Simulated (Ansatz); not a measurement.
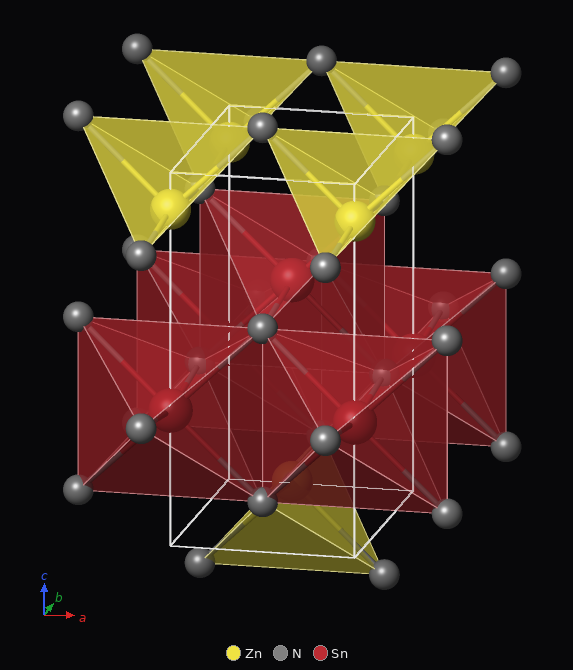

View slightly off an axis, drawn as a polyhedral model. The conventional unit cell is drawn as a box. Some atoms of the next cells are drawn as well.

ZnSnN2, space group Pmmn (No. 59), a = 3.210 Å, b = 4.292 Å, c = 6.580 Å, α = 90.00°, β = 90.00°, γ = 90.00°. The model was built from a structure type filled with these elements by a generator (whether the compound takes this form wasn't checked). Earlier steps of the study may have refined or changed the cell and positions. Ansatz was used for an electronic-structure calculation on it.

This one geometry was computed with Ansatz (DFT, plane waves, PAW) at five levels of theory: PBE, PBE0, HSE06, PBE with spin-orbit coupling and r2SCAN. It was relaxed beforehand with r2SCAN.

Question: Which level gives the highest pressure at this volume, and what does that say about its equilibrium volume?

Answer: Highest: PBE (6.5 GPa) and PBE with spin-orbit coupling (6.4 GPa), which points to the largest equilibrium volume. Lowest, with the smallest volume: PBE0 (-1.8 GPa) and HSE06 (-1.6 GPa). Levels within 0.5 GPa of each other can't be told apart.

Question: How does the band gap change with the level of theory?

Answer: PBE with spin-orbit coupling: a gap of 0.52 eV, indirect; PBE: a gap of 0.53 eV, indirect; r2SCAN: a gap of 0.94 eV, indirect; HSE06: a gap of 1.67 eV, indirect; PBE0: a gap of 2.34 eV, indirect.

Question: Collect the results in a table.

Answer:
| level | cutoff (eV) | k-mesh of the run's cell | gap (eV) | pressure (GPa) |
| --- | --- | --- | --- | --- |
| PBE | 420 | 8×6×4 | 0.53 | 6.5 |
| PBE0 | 420 | 4×4×2 | 2.34 | -1.8 |
| HSE06 | 420 | 4×4×2 | 1.67 | -1.6 |
| PBE with spin-orbit coupling | 420 | 8×6×4 | 0.52 | 6.4 |
| r2SCAN | 500 | 8×6×4 | 0.94 | 0.0 |

Gaps are taken on the k-mesh or band path of each run.
